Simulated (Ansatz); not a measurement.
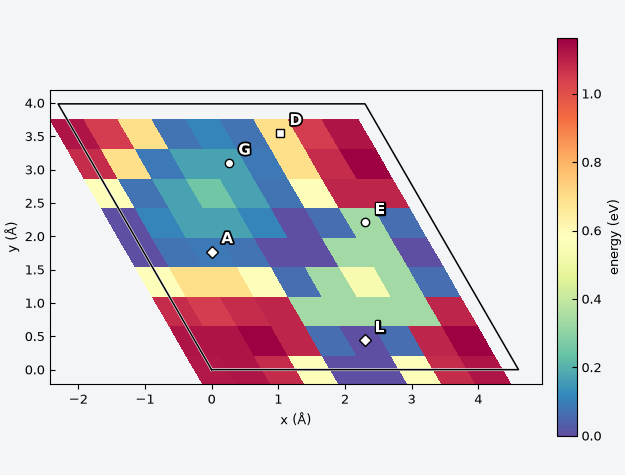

H on a Ti(111) slab cut from the Im-3m phase, its upper half relaxed before the scan (6 atoms of substrate and one adsorbate in a 1 × 1 cell). 
- H is moved over the surface cell; relaxed at each place: the height of the adsorbate's atoms; substrate rigid; the origin of the map has the adsorbate above Ti6.
- Places are given modulo a cell vector. The map is drawn in real space over the plane of the surface.
- The scan uses a 9 × 9 grid; 19 points were computed and 62 follow by symmetry.
- Energies: eV, counted from the lowest grid point.
- At some places the adsorbate sinks to or below the level of the top layer. With one adsorbate in each 1 × 1 cell, its nearest image is 4.6 Å away, so neighbouring adsorbates interact.
- All numbers below come from DFT PBE, scalar-relativistic, plane waves, PAW (Ansatz 0.2.0). Settings: cutoff 420 eV, k-mesh 6×6×1, gaussian smearing 0.1 eV, no spin polarisation.

Drawn: one coloured cell a grid point, the outline of one cell of the plane, lettered points.

Question: Is D the lowest point of the computed grid?

Answer: No. D lies 0.70 eV above the lowest grid point, which is at a place at or below the level of the top layer, (5/9, 1/9) of the cell vectors.

Question: Rank the lettered points by energy, lowest first.

Answer: L (0.00 eV), A (0.09 eV), G (0.17 eV), E (0.33 eV), D (0.70 eV).

PAW datasets: the set soft_1.
